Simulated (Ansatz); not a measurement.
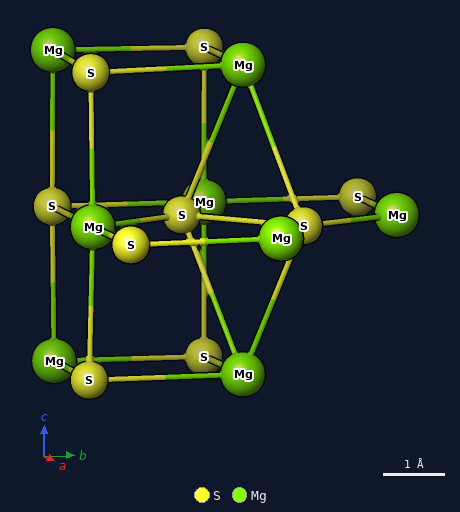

A defect cell of composition S33Mg32 (cell charge +1), before the relaxation. Style: ball-and-stick. Shown: the atoms within 4.2 Å of the atom that moves most (axes of the cell of the calculation (origin shifted)), slightly off an axis.

Level of theory: DFT, PBEsol, PAW, plane waves in Ansatz 0.2.0.

Set-up: plane-wave cutoff 420 eV; k-point mesh 1 × 1 × 1; mesh shifted by (0.25, 0.25, 0.25); collinear spin; atoms relaxed in a fixed cell; force threshold 0.03 eV/Å; at most 80 steps.

```
CELL_PARAMETERS angstrom
10.36396 0.00000 0.00000
0.00000 10.36396 0.00000
0.00000 0.00000 10.36396
ATOMIC_POSITIONS crystal
S 0.24983 0.99997 0.99896
S 0.25222 0.99881 0.50133
S 0.25185 0.49773 0.99814
S 0.16859 0.41884 0.50130
S 0.75157 0.99964 0.99881
S 0.75165 0.99533 0.49902
S 0.74785 0.50100 0.00187
S 0.75223 0.49988 0.49912
S 0.00473 0.24787 0.99640
S 0.00198 0.24848 0.49986
S 0.99784 0.75140 0.00135
S 0.00150 0.75011 0.49948
S 0.50071 0.24876 0.99842
S 0.49959 0.25198 0.49934
S 0.50042 0.75279 0.99791
S 0.49720 0.75073 0.49632
S 0.00350 0.99949 0.25245
S 0.00223 0.00380 0.74888
S 0.99610 0.49903 0.25007
S 0.99918 0.49897 0.74710
S 0.49962 0.00047 0.24939
S 0.50252 0.00204 0.74851
S 0.49969 0.50050 0.24947
S 0.50060 0.50216 0.75267
S 0.25024 0.24658 0.25152
S 0.25043 0.24913 0.74528
S 0.25080 0.75179 0.24915
S 0.24943 0.75111 0.75176
S 0.75215 0.24906 0.24919
S 0.74845 0.25040 0.75191
S 0.74875 0.74679 0.24808
S 0.74652 0.74777 0.74881
S 0.32765 0.57905 0.49859
Mg 0.00421 0.00010 0.00031
Mg 0.00253 0.99783 0.49999
Mg 0.99950 0.50298 0.00217
Mg 0.99859 0.49852 0.49887
Mg 0.50172 0.00108 0.99916
Mg 0.50044 0.99972 0.49883
Mg 0.50081 0.49775 0.99820
Mg 0.49998 0.49837 0.50200
Mg 0.25145 0.24877 0.00115
Mg 0.25361 0.25158 0.49740
Mg 0.24723 0.75036 0.00117
Mg 0.25115 0.75137 0.50110
Mg 0.74992 0.24687 0.99956
Mg 0.75065 0.25080 0.50060
Mg 0.75273 0.75180 0.00352
Mg 0.75087 0.74765 0.49745
Mg 0.24824 0.00017 0.24966
Mg 0.24910 0.00139 0.75179
Mg 0.24877 0.49934 0.25273
Mg 0.24693 0.50006 0.74962
Mg 0.74688 0.00033 0.25141
Mg 0.75067 0.00142 0.74570
Mg 0.74624 0.49896 0.24932
Mg 0.75264 0.50136 0.74927
Mg 0.99927 0.25225 0.25105
Mg 0.00159 0.24972 0.75075
Mg 0.00195 0.74689 0.24654
Mg 0.00124 0.75229 0.74803
Mg 0.50128 0.25156 0.25101
Mg 0.50676 0.24821 0.75171
Mg 0.49911 0.74947 0.25157
Mg 0.49885 0.74901 0.75105
```

Question: What does the optimiser find from here?

Answer: Over 9 geometry steps the energy falls by 5.793 eV per cell of the calculation. The largest force component goes from 7.2 to 0.019 eV/Å. The largest move is that of S4, 0.53 Å along [1 1 −2]. Largest moves by element: S 0.53 Å, Mg 0.28 Å. The cell doesn't change. Some distances before and after: S33–Mg52 2.801 → 3.329 Å, S4–Mg53 2.827 → 3.328 Å, S4–Mg43 1.945 → 2.362 Å, S4–S10 2.470 → 2.880 Å. Bond angles that change, for instance: S33–S4–Mg52 64.7° → 94.9°, Mg37–S4–Mg43 142.0° → 122.5°, Mg41–S33–Mg45 139.0° → 122.5°. Cost: 18 s on 1 × NVIDIA GB300 Max-Q with 8 threads of Arm Neoverse-V2, peak memory 1.9 GiB.

History of the run:

| step | E − E(0), meV/atom | largest force component, eV/Å |
| --- | --- | --- |
| 0 | 0.00 | 7.2131 |
| 1 | -68.11 | 2.3554 |
| 2 | -85.43 | 0.5231 |
| 3 | -86.68 | 0.2198 |
| 4 | -87.44 | 0.6795 |
| 5 | -88.42 | 0.1082 |
| 6 | -88.67 | 0.3996 |
| 7 | -89.06 | 0.1552 |
| 8 | -89.12 | 0.0424 |
| 9 | -89.12 | 0.0193 |

The end point in the same view:

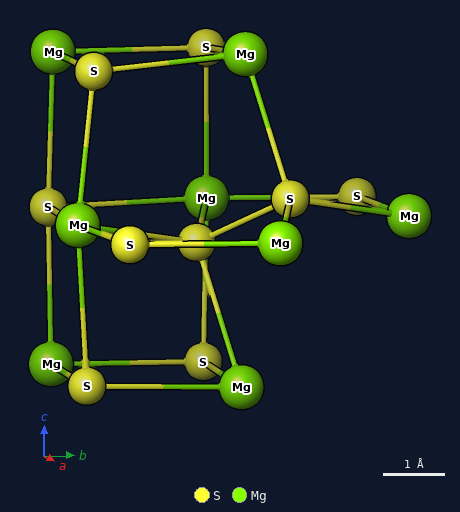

Limits of the set-up: the cell is charged, on a uniform background, and energies carry no finite-size correction.
